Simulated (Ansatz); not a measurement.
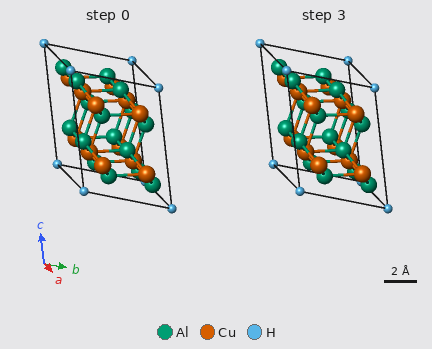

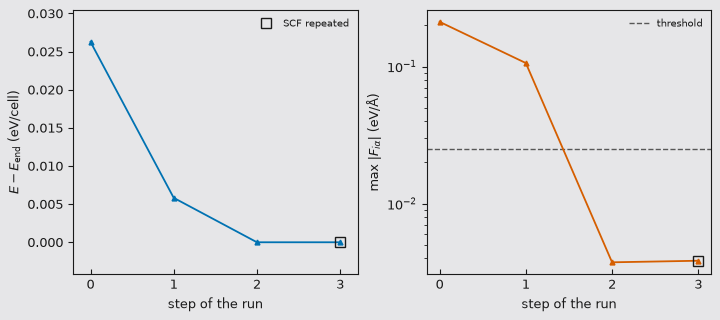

First and last geometry of a relaxation of a defect cell of composition Al16Cu8H, with the history of the run. A ball-and-stick model of the cell of the calculation, seen slightly off an axis.

Case: H interstitial, charge +0, atoms relaxed at the host's cell.

These are results of Ansatz, DFT PBE, scalar-relativistic, plane waves, PAW, not measurements. Set-up: plane-wave cutoff 420 eV; k-point mesh 5 × 5 × 5; occupations gaussian; smearing width 0.1 eV; no spin polarisation; atoms relaxed in a fixed cell; force threshold 0.025 eV/Å; at most 45 steps.

What do the curves and the structures tell?

It converged. After 2 accepted moves (3 points after the start) the energy has fallen by 26.3 meV per cell of the calculation. The largest force component goes from 0.21 to 0.0038 eV/Å. 1 step only repeated the SCF at the same geometry. The largest moves, 0.026 Å, are those of Cu atoms. Largest moves by element: Cu 0.026 Å, Al 0.021 Å. H stays in place. The lattice vectors keep their values. Among the contacts that change: Al–Cu 2.504 → 2.525 Å, Al–Cu 2.504 → 2.490 Å. Cost: 100 s on 4 threads of AMD EPYC 7R43 64-Core Processor (Zen 3), on a shared host, peak memory 1.8 GiB.

```tsv
step	E − E(0), meV/atom	largest force component, eV/Å	note
0	0.00	0.2118	
1	-0.82	0.1061	
2	-1.05	0.0037	
3	-1.05	0.0038	same geometry, SCF repeated
```

Limits of the set-up: the periodic images lie only 8.2 Å apart, so the values are limited by the cell's size.
